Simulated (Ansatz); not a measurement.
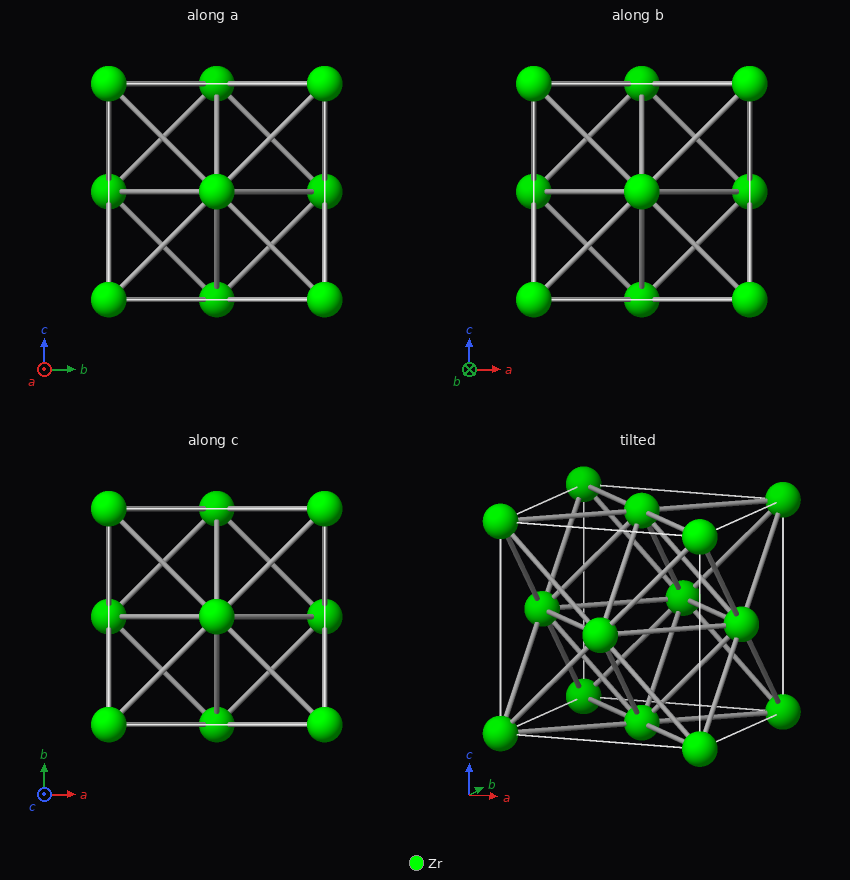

We look at a ball-and-stick model of the crystal along the a axis, along the b axis, along the c axis and slightly off an axis. Lines trace the edges of the conventional unit cell.

Lattice parameters: a = 4.5279 Å, b = 4.5279 Å, c = 4.5279 Å, α = 90.000°, β = 90.000°, γ = 90.000°.

Convert the drawing into a CIF with its space group and independent sites.

```cif
data_structure
_symmetry_space_group_name_H-M 'F m -3 m'
_symmetry_Int_Tables_number 225
_cell_length_a 4.5279
_cell_length_b 4.5279
_cell_length_c 4.5279
_cell_angle_alpha 90.000
_cell_angle_beta 90.000
_cell_angle_gamma 90.000
_cell_volume 92.83
loop_
_atom_site_label
_atom_site_type_symbol
_atom_site_symmetry_multiplicity
_atom_site_Wyckoff_symbol
_atom_site_fract_x
_atom_site_fract_y
_atom_site_fract_z
_atom_site_occupancy
Zr1 Zr 4 a 0.0000 0.0000 0.0000 1
```

The cell started as a structure type filled with this element by a generator (whether the element takes this form wasn't checked). Earlier steps of the study may have refined or changed the cell and positions. It was run through Ansatz as a DFT input.
